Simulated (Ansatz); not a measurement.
# GaP (F-43m): thermal expansion from first principles

Aim: the lattice, expansion, heat capacity and bulk modulus of GaP as it warms.

Experimental results on record:
- volume expansion coefficient 15.9 1e-6/K, heat capacity C_P per formula unit 44.2 J/mol/K and bulk modulus 88.7 GPa near room temperature (given in “High-Throughput Prediction of Finite-Temperature Properties using the Quasi-Harmonic Approximation”, 2016, arXiv:1603.06924)

Program: Ansatz 0.2.0. Level of theory: DFT LDA, scalar-relativistic, plane waves, PAW. Results are calculated unless marked as measured.

## Step 1: Starting point

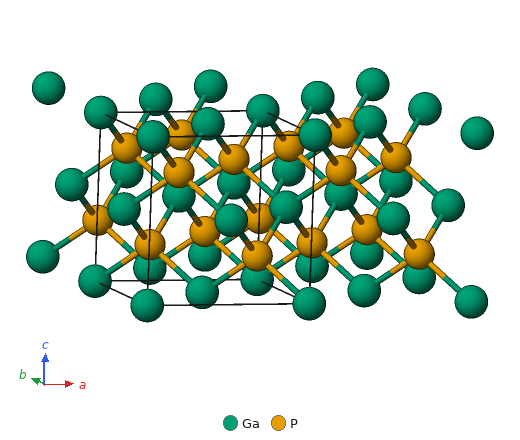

The cell as given, slightly off an axis (gallium teal, phosphorus orange). 2×2×1 cells are drawn. This picture shows the conventional cell, with its axes. Bonds to atoms that aren't drawn are left out. Some periodic images of atoms are drawn too.

## Step 2: A first coarse run

A cheap single point shows whether the cell is a metal or an insulator and how far it is from rest; that sets the k-mesh and the occupations of what follows.

Input file input.yaml:

```yaml
crystal:
  lattice:
    - [0.0, 2.72525, 2.72525]
    - [2.72525, 0.0, 2.72525]
    - [2.72525, 2.72525, 0.0]
  atoms:
    - { symbol: Ga, position: [0.0, 0.0, 0.0] }
    - { symbol: P, position: [0.25, 0.25, 0.25] }
kpoints:
  mp_grid: { grid: [6, 6, 6] }
hamiltonian:
  xc: lda
scf:
  occupations: { method: gaussian, width: 0.1 }
output:
  forces: true
  stress: true
  eigenvalues: true
```

Run with:

```
ansatz run input.yaml --threads 4 --pin off --max-ram 16384MiB --backend cpu --events-out ev --progress --plain --runs-dir out
```

Numbers of over 12 decimals in the logs are rounded to 6 here.

What it wrote:

```text
Engine: ansatz 0.2.0, x86_64-unknown-linux-gnu
Pseudopotentials: kind: paw
Pseudopotential: Ga, paw, valence charge 13, recommended cutoff 420 eV (normal), Ga.paw.azcp
Pseudopotential: P, paw, valence charge 5, recommended cutoff 420 eV (normal), P.paw.azcp
Functional definition: SPW92
  exchange = slater_x
  correlation = pw_c
Crystal: 2 atoms, lattice volume = 40.481 Å³
Basis set: ecut = 420 eV, 749 PW (Γ)
Bands: 13, of which v1, the nominal top of the filled ones, is band 9 counted from 1 (8 counted from 0)
Symmetry: 24 space group operations
Space group: F-43m (ITA 216), of the structure as read, at distance tolerance 3.4e-5 Å
k-points: 16 of 216 (time reversal used)
Non-local potential: Ga, projectors of the file, l = 0: 2, l = 1: 2, l = 2: 3, l = 3: 1
Non-local potential: P, projectors of the file, l = 0: 2, l = 1: 2, l = 2: 2
PAW form: soft (Blöchl's): semilocal exchange-correlation on the pseudo side does not see the compensation charge
PAW frozen core: Ga, regenerated for the run's functional, and the local potential with it (the file was generated under x = pbe(κ = 0.804, μ = 0.219515), c = pbe(β = 0.066725))
PAW frozen core: P, regenerated for the run's functional, and the local potential with it (the file was generated under x = pbe(κ = 0.804, μ = 0.219515), c = pbe(β = 0.066725))
PAW one-centre angular grid: Ga, 590 points (default); XC on 64 Gauss nodes
PAW one-centre angular grid: P, 110 points (default); XC on 64 Gauss nodes
Initial density: superposition of atomic densities (neutral atoms: chi_scale 0, normalization atom), corrected by the library's trained network
Initial wavefunctions: pseudopotential atomic-orbital guess
Functional: x = slater, c = lda
SCF iter   1: F=—  HF=-4433.744235 eV  |F-HF|=—  |Δ(HF+E_count)|=         —  Δρ=6.00e-3  dr2=1.48e-2  ethr=1.77e-3  ⟨swp⟩=6.1  Hψ=1344  notcnv=0
preconditioner: auto → none  [insulator: Δε(μ)=1.435 eV  Ē_g=15.498 eV  σ=0.100 eV  W_gap=1.00  n_scr=14 (ndim 8)  ℏωp=24.8 eV  f_vac=0.011  D(μ)=0.00/eV (n_scr^D=0)  ε∞_Penn≈3.6]
SCF iter   2: F=—  HF=-4433.739062 eV  |F-HF|=—  |Δ(HF+E_count)|=   5.17e-3  Δρ=2.96e-3  dr2=1.56e-3  ethr=8.21e-5  ⟨swp⟩=1.9  Hψ=376  notcnv=0
SCF iter   3: F=—  HF=-4433.738651 eV  |F-HF|=—  |Δ(HF+E_count)|=   4.11e-4  Δρ=9.40e-4  dr2=2.74e-4  ethr=8.64e-6  ⟨swp⟩=2.0  Hψ=359  notcnv=0
SCF iter   4: F=—  HF=-4433.738550 eV  |F-HF|=—  |Δ(HF+E_count)|=   1.01e-4  Δρ=3.47e-4  dr2=2.23e-5  ethr=1.52e-6  ⟨swp⟩=2.0  Hψ=350  notcnv=0
SCF iter   5: F=—  HF=-4433.738545 eV  |F-HF|=—  |Δ(HF+E_count)|=   4.55e-6  Δρ=1.85e-5  dr2=9.79e-8  ethr=1.24e-7  ⟨swp⟩=2.9  Hψ=362  notcnv=0
SCF iter   6: F=-4433.738545 eV  HF=-4433.738545 eV  |F-HF|=4.29e-9  |Δ(HF+E_count)|=   8.70e-9  Δρ=3.70e-6  dr2=6.63e-9  ethr=5.44e-10  ⟨swp⟩=4.4  Hψ=1121  notcnv=0
SCF 1 converged in 6 iterations: F = -4433.738545 eV  dr2 = 6.63e-9
  greatest PAW one-centre occupation: 0.994 electrons in one spin orbital (limit 2), on the Ga atom at site 0 (counted from 0), in its partial waves of l = 2
SCF converged after 6 iterations
Free energy (F): -4433.738545 eV
Harris-Foulkes:  -4433.738545 eV  (|F-HF|=4.29e-9)
Internal energy: -4433.738545 eV  (E = F + TS)
E sigma→0 (E₀):  -4433.738545 eV
Fermi energy:    7.591949 eV
--- Per-component energies (eV) ---
  E_band       = -64.404390
  E_kinetic    = 186.696888
  E_local      = -2206.027516  (includes V_loc(G=0)·N_el)
  E_nonlocal   = 462.041098
  E_hartree    = 1017.480605
  E_xc         = -130.094121
  E_vxc        = -119.631435  (∫ρ·V_xc dr)
  E_paw        = -2453.036271  (= ΣΔE_a)
  E_vpaw       = -422.446254  (= ΣTr[D̂ρ^β])
  E_aug_tail   = -0.000117  (compensation charges beyond the density's cutoff)
  E_ewald      = -1312.644944
  E_core_change = 1.845831  (= ΣΔE_core)
  E_smearing   = -0.000000  (= −TS)
  E_closure    = 0.000000  (closes the sum)
  Σ components = -4433.738545   (vs F -4433.738545, Δ=0.00e0)
--- Forces (eV/Å), atoms counted from 1 ---
  atom   1  Ga     0.00000000    -0.00000000     0.00000000
  atom   2  P     -0.00000000     0.00000000     0.00000000
  max |Σ_I F_I| component: 9.25e-17 eV/Å
--- Stress (GPa, compression-positive) ---
       -2.730405       0.000000      -0.000000
       -0.000000      -2.730405       0.000000
        0.000000       0.000000      -2.730405
  P = ⅓ Tr σ = -2.7304 GPa (-27.304 kbar)
--- Band table (eV; the first three rows and the last of 16) ---
  k-point 0: bands = [... 5 lower, -5.6732, 6.8480, 6.8480, 6.8480, 8.4543, 10.6292, 10.6292, 10.6292]
  k-point 1: bands = [... 5 lower, -5.3172, 4.4042, 6.4703, 6.4703, 9.0909, 11.1818, 11.1818, 11.7258]
  k-point 2: bands = [... 5 lower, -4.3650, 1.5694, 5.9296, 5.9296, 8.5719, 11.5617, 11.5617, 14.2503]
  k-point 15: bands = [... 5 lower, -2.6005, 0.1418, 3.4274, 3.5340, 10.1911, 10.3705, 14.2598, 14.2846]
```

The job ended after 1.5 s (4 threads of Intel Xeon Platinum 8559C (Emerald Rapids), shared host; peak memory 0.35 GiB; 1.9 s of CPU time).

This step gave:

```yaml
pressure: -2.730 GPa
gap_on_the_k_mesh: 1.491 eV
volume_per_atom: 20.24 Å³
```

The start is under -2.7 GPa at this level and looks like an insulator or semiconductor on this mesh.

## Step 3: Finding the static equilibrium

The vibrations must be taken about the equilibrium of this functional, not about the starting cell, so the structure is relaxed.

input.yaml, the sections that differ from step 2:

```yaml
kpoints:
  mp_grid: { grid: [8, 8, 8] }
scf:
  occupations: { method: gaussian, width: 0.02 }
relax:
  adjacent_minimum: "off"
  f_tol: 0.005
  max_steps: 80
  cell: { stress_tol: 0.05 }
# crystal, hamiltonian, output: as in step 2
```

What it wrote:

```text
[...]
Crystal: 2 atoms, lattice volume = 40.481 Å³
Basis set: ecut = 420 eV, 749 PW (Γ)
Bands: 13, of which v1, the nominal top of the filled ones, is band 9 counted from 1 (8 counted from 0)
Symmetry: 24 space group operations
[...]
k-points: 29 of 512 (time reversal used)
[...]
SCF iter   1: F=—  HF=-4433.760303 eV  |F-HF|=—  |Δ(HF+E_count)|=         —  Δρ=6.34e-3  dr2=1.69e-2  ethr=1.77e-3  ⟨swp⟩=6.5  Hψ=2585  notcnv=0
[...]
SCF iter   6: F=-4433.754006 eV  HF=-4433.754006 eV  |F-HF|=6.82e-9  |Δ(HF+E_count)|=   1.45e-8  Δρ=4.09e-6  dr2=8.70e-9  ethr=5.56e-10  ⟨swp⟩=6.8  Hψ=1879  notcnv=0
SCF 1 converged in 6 iterations: F = -4433.754006 eV  dr2 = 8.70e-9
[...]
relax step   1: F+E_penalty+E_count = -4433.75400642 eV  Δ(F+E_penalty+E_count) = +0.000e0 eV  max|allowed force component| = 2.776e-16 eV/Å  Δτ_max = 0.0000 Å  P = -2.749 GPa  Ω = 40.481 Å³  (6 SCF iters, dr2 threshold 1.00e-7 eV, accepted)
Crystal: 2 atoms, lattice volume = 39.560 Å³
[...]
iter 1 solved again at ethr=4.96e-6 eV; its pass at ethr=3.10e-3 eV (dr2=8.93e-4 eV) is discarded
[...]
SCF iter   5: F=-4433.764752 eV  HF=-4433.764752 eV  |F-HF|=2.96e-9  |Δ(HF+E_count)|=   3.75e-7  Δρ=1.51e-5  dr2=5.05e-8  ethr=1.11e-9  ⟨swp⟩=7.0  Hψ=2039  notcnv=0
SCF 2 converged in 5 iterations: F = -4433.764752 eV  dr2 = 5.05e-8
relax step   2: F+E_penalty+E_count = -4433.76475210 eV  Δ(F+E_penalty+E_count) = -1.075e-2 eV  max|allowed force component| = 6.939e-17 eV/Å  Δτ_max = 0.0000 Å  P = -0.861 GPa  Ω = 39.560 Å³  energy of the carried Pulay correction = +2.548e-4 eV  (5 SCF iters, dr2 threshold 2.00e-7 eV, accepted)
Crystal: 2 atoms, lattice volume = 39.154 Å³
[...]
SCF iter   4: F=-4433.765902 eV  HF=-4433.765902 eV  |F-HF|=2.11e-7  |Δ(HF+E_count)|=   7.79e-7  Δρ=2.39e-5  dr2=1.15e-7  ethr=1.11e-9  ⟨swp⟩=5.0  Hψ=2210  notcnv=0
SCF 3 converged in 4 iterations: F = -4433.765902 eV  dr2 = 1.15e-7
relax step   3: F+E_penalty+E_count = -4433.76590202 eV  Δ(F+E_penalty+E_count) = -1.150e-3 eV  max|allowed force component| = 5.089e-17 eV/Å  Δτ_max = 0.0000 Å  P = +0.052 GPa  Ω = 39.154 Å³  energy of the carried Pulay correction = +3.690e-4 eV  (4 SCF iters, dr2 threshold 2.00e-7 eV, accepted)
[...]
relax step   4: F+E_penalty+E_count = -4433.76589950 eV  Δ(F+E_penalty+E_count) = +2.513e-6 eV  max|allowed force component| = 8.789e-17 eV/Å  Δτ_max = 0.0000 Å  P = +0.001 GPa  Ω = 39.176 Å³  energy of the carried Pulay correction = +3.628e-4 eV  (4 SCF iters, dr2 threshold 6.71e-9 eV, accepted)
[...]
SCF iter   1: F=—  HF=-4433.765546 eV  |F-HF|=—  |Δ(HF+E_count)|=         —  Δρ=3.96e-5  dr2=1.18e-7  ethr=1.45e-6  ⟨swp⟩=3.0  Hψ=3473  notcnv=0
eigensolver tolerance schedule: the retry pair's looser diagonalisation over-reported the residual by 2213.54 of it (diagonalisation noise at an unbounded share of the residual, at the tolerance the schedule requests for it); recorded, not acted on — ethr = c·dr2/N_el stays at c = 1.0e-1
[...]
SCF iter   2: F=—  HF=-4433.765545 eV  |F-HF|=—  |Δ(HF+E_count)|=   1.34e-6  Δρ=2.55e-5  dr2=7.83e-8  ethr=6.53e-10  ⟨swp⟩=2.8  Hψ=697  notcnv=0
[...]
SCF iter   5: F=-4433.765545 eV  HF=-4433.765545 eV  |F-HF|=5.46e-12  |Δ(HF+E_count)|=  2.18e-11  Δρ=2.94e-7  dr2=7.24e-12  ethr=1.00e-12  ⟨swp⟩=7.3  Hψ=2056  notcnv=0
SCF 5 converged in 5 iterations: F = -4433.765545 eV  dr2 = 7.24e-12
relax step   5: F+E_penalty+E_count = -4433.76554488 eV  Δ(F+E_penalty+E_count) = +3.546e-4 eV  max|allowed force component| = 6.939e-17 eV/Å  Δτ_max = 0.0000 Å  P = -0.005 GPa  Ω = 39.176 Å³  stress off target by 4.62e-3 GPa  SCF on the basis re-selected at this cell (its energy is not comparable with the rows above)  (5 SCF iters)
basis re-selected at this cell: Δ(F+E_penalty+E_count) = +3.546e-4 eV, ΔP = -0.005 GPa vs the last step (what re-selecting the basis moved, of the pressure what is left beyond the Pulay correction that the steps carried, after the strain that the cell walked since its last selection, with what the two solves' SCF thresholds leave and, on support functions, any second-order correction that the steps lacked; it is no m [...]
SCF converged after 5 iterations
Free energy (F): -4433.765545 eV
[...]
Internal energy: -4433.765545 eV  (E = F + TS)
E sigma→0 (E₀):  -4433.765545 eV
Fermi energy:    7.976980 eV
[...]
--- Stress (GPa, compression-positive) ---
       -0.004617      -0.000000      -0.000000
       -0.000000      -0.004617       0.000000
       -0.000000       0.000000      -0.004617
  P = ⅓ Tr σ = -0.0046 GPa (-0.046 kbar)
--- Band table (eV; the first three rows and the last of 29) ---
  k-point 0: bands = [... 5 lower, -5.5087, 7.2617, 7.2617, 7.2617, 9.1426, 11.0386, 11.0386, 11.0386]
  k-point 1: bands = [... 5 lower, -5.2976, 5.5793, 7.0151, 7.0151, 9.7185, 11.4059, 11.4059, 11.6762]
  k-point 2: bands = [... 5 lower, -4.6974, 3.2512, 6.5579, 6.5579, 9.3632, 11.9249, 11.9249, 13.6086]
  k-point 28: bands = [... 5 lower, -2.2470, 0.4738, 3.4835, 3.6265, 11.8601, 12.1655, 13.2567, 13.3183]
--- Relaxed structure (4 steps of the walk, 4 accepted, 1 SCFs on fresh bases) ---
  F+E_penalty+E_count = -4433.76554488 eV   max|allowed force component| = 6.939e-17 eV/Å   (the final SCF, on the basis selected at the relaxed cell)
  cell:  # Å, volume = 39.1760 Å³
    - [0, 2.695650, 2.695650]
    - [2.695650, 0, 2.695650]
    - [2.695650, 2.695650, 0]
  atoms:
    - { symbol: Ga, position: [0, 0, 0] }
    - { symbol: P, position: [0.25, 0.25, 0.25] }
```

Run time: 2.5 s. Hardware: 4 threads; peak memory 0.4 GiB; 8.4 s of CPU time.

The steps of the relaxation:

```tsv
step	energy less that of the first step (eV)	largest force component (eV/Å)	pressure (GPa)	volume (Å³)
1	0.0000	0.0000	-2.75	40.48
2	-0.0107	0.0000	-0.86	39.56
3	-0.0119	0.0000	0.05	39.15
4	-0.0119	0.0000	0.00	39.18
5*	-0.0115	0.0000	0.00	39.18
```

Relaxation steps marked * repeat the geometry before them on a plane-wave basis chosen anew for their cell, so energy and pressure can jump there.

Forces are held to the 24 operations that the run works with; a distortion that breaks them can't arise in this run.

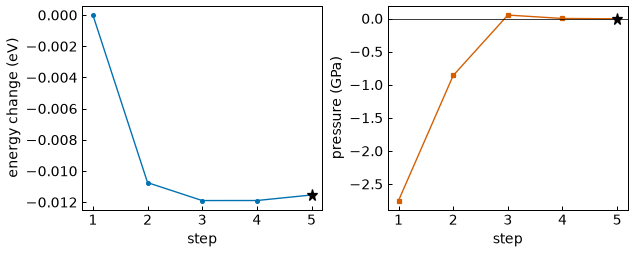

Energy and pressure along the relaxation. Stars mark steps on a basis chosen anew.

```tsv
conventional cell, symmetrised	before	after	change
a (Å)	5.451	5.391	-1.1 %
b (Å)	5.451	5.391	-1.1 %
c (Å)	5.451	5.391	-1.1 %
volume (Å³/atom)	20.24	19.59	-3.2 %
```

The relaxed structure:

```cif
data_structure
_symmetry_space_group_name_H-M 'P 1'
_symmetry_Int_Tables_number 1
_cell_length_a 3.8122
_cell_length_b 3.8122
_cell_length_c 3.8122
_cell_angle_alpha 60.000
_cell_angle_beta 60.000
_cell_angle_gamma 60.000
_cell_volume 39.18
loop_
_atom_site_label
_atom_site_type_symbol
_atom_site_fract_x
_atom_site_fract_y
_atom_site_fract_z
_atom_site_occupancy
Ga1 Ga 0.00000 0.00000 0.00000 1
P2 P 0.25000 0.25000 0.25000 1
```

This step gave:

```
pressure          : -0.004617 GPa
gap on the k-mesh : 1.431 eV
volume per atom   : 19.59 Å³
```

The relaxation ends with a pressure of 0.00 GPa.

## Step 4: Tight relaxation

The relaxation is repeated with tighter thresholds on force and stress, since phonons are sensitive to what is left; a change of mesh or smearing in the input moves the cell too.

input.yaml, the sections that differ from step 3:

```yaml
crystal:
  lattice:
    - [0.0, 2.6956500585, 2.6956500585]
    - [2.6956500585, 0.0, 2.6956500585]
    - [2.6956500585, 2.6956500585, 0.0]
  atoms:
    - { symbol: Ga, position: [0.0, 0.0, 0.0] }
    - { symbol: P, position: [0.25, 0.25, 0.25] }
scf:
  occupations: { method: fixed }
relax:
  adjacent_minimum: "off"
  f_tol: 0.001
  max_steps: 60
  cell: { stress_tol: 0.01 }
# kpoints, hamiltonian, output: as in step 3
```

What it wrote:

```text
[...]
Crystal: 2 atoms, lattice volume = 39.176 Å³
Basis set: ecut = 420 eV, 749 PW (Γ)
Bands: 13, of which v1, the nominal top of the filled ones, is band 9 counted from 1 (8 counted from 0)
Symmetry: 24 space group operations
[...]
k-points: 29 of 512 (time reversal used)
[...]
k-point 28: bands = [... 5 lower, -2.2470, 0.4738, 3.4835, 3.6265, 11.8601, 12.1655, 13.2567, 13.3183]
--- Relaxed structure (1 steps of the walk, 1 accepted, 1 SCFs on fresh bases) ---
[...]
cell:  # Å, volume = 39.1760 Å³
    - [0.0, 2.6956500585, 2.6956500585]
    - [2.6956500585, 0.0, 2.6956500585]
    - [2.6956500585, 2.6956500585, 0.0]
  atoms:
    - { symbol: Ga, position: [0.0, 0.0, 0.0] }
    - { symbol: P, position: [0.25, 0.25, 0.25] }
[key lines of the parts left out:]
SCF converged after 6 iterations
Free energy (F): -4433.765545 eV
Fermi energy:    7.261654 eV
P = ⅓ Tr σ = -0.0046 GPa (-0.046 kbar)
```

Wall time 0.83 s (4 threads); peak memory 0.38 GiB.

Little changed from the start: no atom moved by 0.005 Å and no cell edge by 0.1 %.

The residual pressure is -0.0046 GPa, small enough for phonons.

(Part 1 of 3 ends here.)

[Logs are printed without paths, hosts, clocks, repeated set-up lines and the standing remarks that a program may print on its own settings, such as how far it seeks lower states.]

[Hosts, paths, dates, database ids (printed as entryN), source tags and the programs' standing remarks are cut or masked in the printed files.]

[A step with changed settings may run another functional than the one named; its input shows which.]
